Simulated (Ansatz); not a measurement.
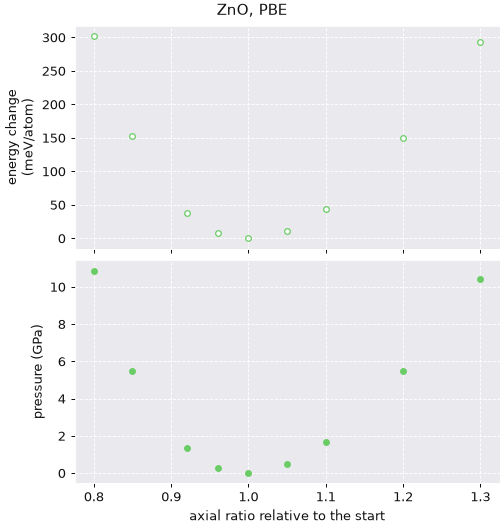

Plotted: energy change and pressure against relative axial ratio for ZnO, space group P6_3mc (No. 186).

Structure:
```xyz
4
Lattice="3.2795 0.0000 0.0000 -1.6397 2.8401 0.0000 0.0000 0.0000 5.2931" Properties=species:S:1:pos:R:3 pbc="T T T"
Zn    0.0000    1.8934    0.0080
Zn    1.6397    0.9467    2.6545
O     0.0000    1.8934    2.0146
O     1.6397    0.9467    4.6611
```

How it was computed, with Ansatz 0.2.0: deformation of a crystal at fixed volume, lengths along the axis scaled against those across it, fractional coordinates fixed, by plane-wave density functional theory with PAW datasets, free energies less that of the undisturbed cell, pressure positive in compression; scalar-relativistic. Level: PBE, no spin polarisation.

wave cutoff 420 eV; k mesh 12×12×6; occupations Gaussian; smearing width 0.05 eV; k shift (0, 0, 0) (mesh steps); start relaxed; path axial; axis direction (0, 0, 1) (Cartesian unit vector).

Q: At which relative axial ratio is the energy change least?

A: The lowest computed point is at relative axial ratio 1.00 (0 meV/atom), and no other minimum shows.

Q: Read off the course of the pressure.

A: It goes from 10.9 GPa at relative axial ratio 0.80 to 10.4 GPa at 1.30, not monotonically, with a low of 0.0 GPa at 1.00.

Keep in mind: gap closes along the scan on a mesh chosen for the insulator; shape and atomic fractions are frozen while scaling, which makes layered, chain and framework solids too stiff.
